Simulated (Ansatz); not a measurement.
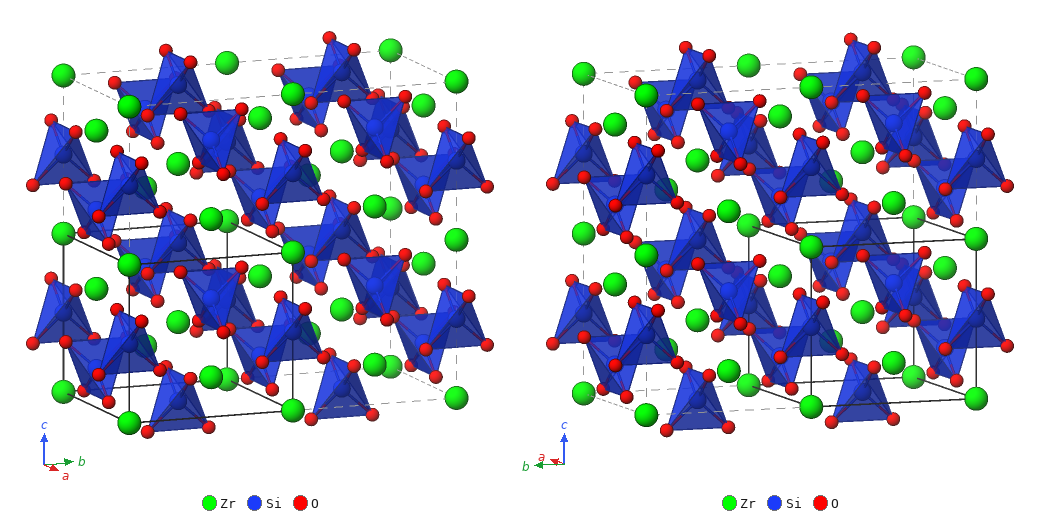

Polyhedra are drawn about Si (bonds: O–Si below 1.8 Å); other atoms are plain spheres. Two views of the same piece.

System ZrSiO₄ (space group I4_1/amd, No. 141); source of the atomic positions: coordinates from a relaxation at fixed volume with DFT PBE, scalar-relativistic, plane waves, PAW in Ansatz 0.2.0.

What figure surrounds each Si atom, and how are these polyhedra linked?

Answer. Si: SiO4 tetrahedron. The tetrahedra are isolated from each other. Their corner atoms also have Zr as close neighbours (those links are not drawn).

Give the Qⁿ label of each tetrahedral site (n: corners shared with another such tetrahedron).

Answer. Qⁿ labels: Si Q⁰.
